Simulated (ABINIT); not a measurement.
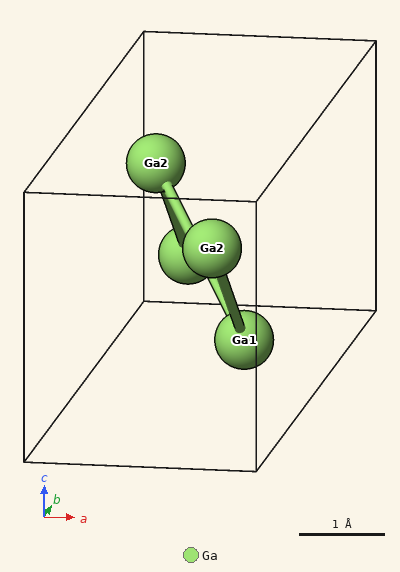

Starting structure of crystalline Ga (set up in P2_1/m). A ball-and-stick model of the larger cell on standard axes (2 times the calculation's cell), seen slightly off an axis.

The run lets cell and atoms move.

Method: ABINIT, Kohn-Sham DFT of a periodic cell, PBEsol, JTH PAW PBE v2.0.

Input file:
```
pp_dirpath "./"
pseudos "Ga.GGA_PBE-JTH.xml"

acell 3*1.0 Angstrom
rprim
     2.7784220849     0.0000000000     0.0000000000
     0.0000000000     3.2816087900     0.0000000000
    -1.3434310986     0.0000000000     3.9902731763
ntypat 1
znucl 31
natom 2
typat 1 1
xred
     0.1345962700     0.7500000000     0.7701668300
     0.8654037300     0.2500000000     0.2298331700
chkprim 0
chksymtnons 0
tolsym 1.0e-6

ecut 462.593566 eV
pawecutdg 34.0
pawxcdev 0

kptopt 1
ngkpt 8 7 6
nshiftk 1
shiftk 0.0 0.0 0.0

ixc -116133

nband 17
occopt 3
tsmear 0.05 eV

nstep 100
tolvrs 1.0e-9

iomode 3
prtwf 0
prtden 0
prteig 0
prtebands 0
enunit 2

ionmov 2
ntime 60
tolmxf 5.0e-5
optcell 2
dilatmx 1.08
ecutsm 0.5
```

Command:
```bash
abinit run.abi > log 2>&1
```

The structure:
```
CELL_PARAMETERS angstrom
2.77842 0.00000 0.00000
0.00000 3.28161 0.00000
-1.34343 0.00000 3.99027
ATOMIC_POSITIONS crystal
Ga 0.13460 0.75000 0.77017
Ga 0.86540 0.25000 0.22983
```

Where does the relaxation end?

The largest moves relative to the cell, 0.043 Å, are those of Ga1 and Ga2. Ga2 goes roughly along −a. The volume changes by −1.2 %, with a 2.778 → 2.712 Å (−2.4 %), b 7.981 → 7.831 Å (−1.9 %), c 3.282 → 3.383 Å (+3.1 %). Near-neighbour distances that change, for instance: Ga1–Ga1 2.778 → 2.712 Å, Ga1–Ga2 2.814 → 2.863 Å, Ga1–Ga2 (another image) 2.838 → 2.806 Å, Ga1–Ga2 (another image) 2.710 → 2.691 Å. The space group stays P2_1/m (No. 11). The energy falls by 8.1 meV per atom in 36 geometry steps. The largest force component goes from 0.098 to 0.00034 eV/Å. The pressure goes from −0.46 to 0.00 GPa. At step 6 the optimiser overshot: the energy rose above the start, and later steps came back. The run took 20 min on 1 thread of Arm Neoverse V2 (shared host), peak memory 0.15 GiB.

Step by step:

```
step  E − E(0), meV/atom  largest force component, eV/Å  pressure, GPa  volume, Å³/atom
   0                0.00                         0.0984          -0.46           18.191
   1               -0.64                         0.0958          -0.39           18.165
   2               -5.00                         0.0113           1.23           17.640
   3               -6.47                         0.0313           0.59           17.810
   4               -7.36                         0.0262           0.41           17.854
   5               -4.20                         0.0465          -0.41           18.135
   6               27.65                         0.0970           4.48           17.141
   7               -6.30                         0.0313          -0.19           18.035
   8               -8.92                         0.0232           0.02           17.960
   9               -4.41                         0.0469          -0.26           18.081
  10               -5.76                         0.0379          -0.01           17.995
  11               -6.24                         0.0247           0.37           17.885
  13               -5.95                         0.0300           0.28           17.913
  14               -6.52                         0.0224           0.08           17.962
  15               -6.61                         0.0175           0.04           17.972
  17               -6.86                         0.0105          -0.15           18.012
  18               -7.00                         0.0255          -0.25           18.030
  20               -7.27                         0.0370          -0.25           18.026
  21               -7.64                         0.0421          -0.24           18.029
  22               -7.28                         0.0318          -0.20           18.021
  24               -7.80                         0.0327          -0.14           18.002
  25               -7.89                         0.0160           0.06           17.943
  26               -7.90                         0.0157           0.06           17.942
  28               -7.93                         0.0137           0.03           17.952
  29               -7.94                         0.0134          -0.03           17.972
  31               -7.97                         0.0163          -0.09           17.993
  32               -8.00                         0.0151          -0.11           17.998
  33               -8.07                         0.0109          -0.11           17.997
  35               -8.15                         0.0001          -0.01           17.968
  36               -8.15                         0.0003           0.00           17.965
```

The end point in the same view:

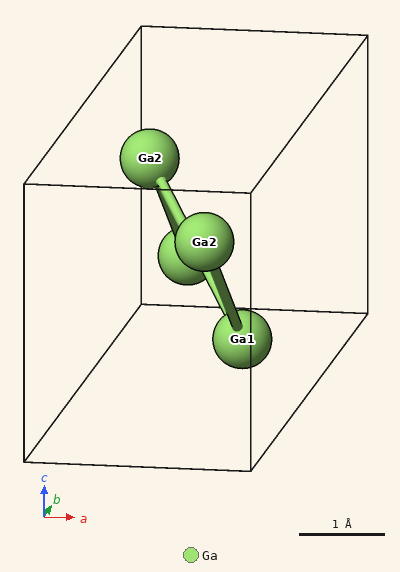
